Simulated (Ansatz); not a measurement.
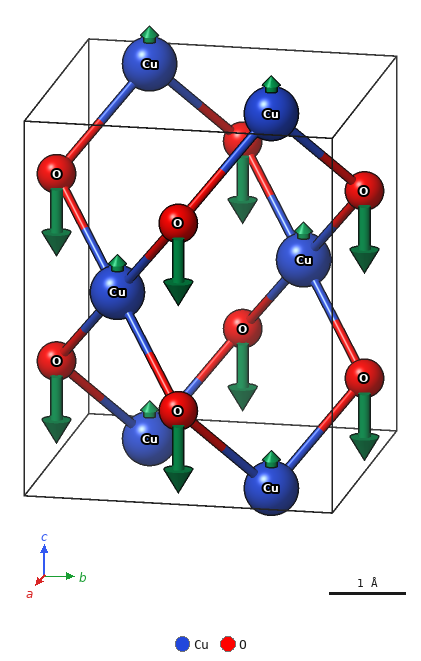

Phonons of a crystal of CuO, at the zone centre. The optical levels lie at 163 (×2), 277, 293 (×2), 452 (×2), 475, 494 cm⁻¹. One mode is drawn. Displacements are drawn as green arrows; their common scale and sign are arbitrary. Style: ball-and-stick. Shown: the conventional cell (2 times the calculation's cell), slightly off an axis. Lengths and directions refer to the drawn axes.

Method: DFT PBE+U, scalar-relativistic, plane waves, PAW in Ansatz 0.2.0. Set-up: plane-wave cutoff 420 eV; k-point mesh 14 × 14 × 8; occupations fermi dirac; smearing width 0.15 eV; U Cu 4.0 eV; no spin polarisation.

The frequencies depend somewhat on the k-mesh and the smearing.

Which of these frequencies is the drawn mode's?

Answer. The level at 494 cm⁻¹. This is the B₁u mode, the highest optical level, infrared-active by symmetry. The O sublattice moves against the Cu sublattice, along c; the kinetic energy is shared as O 80 %, Cu 20 %. The crystal is a metal, so free carriers screen the infrared response.
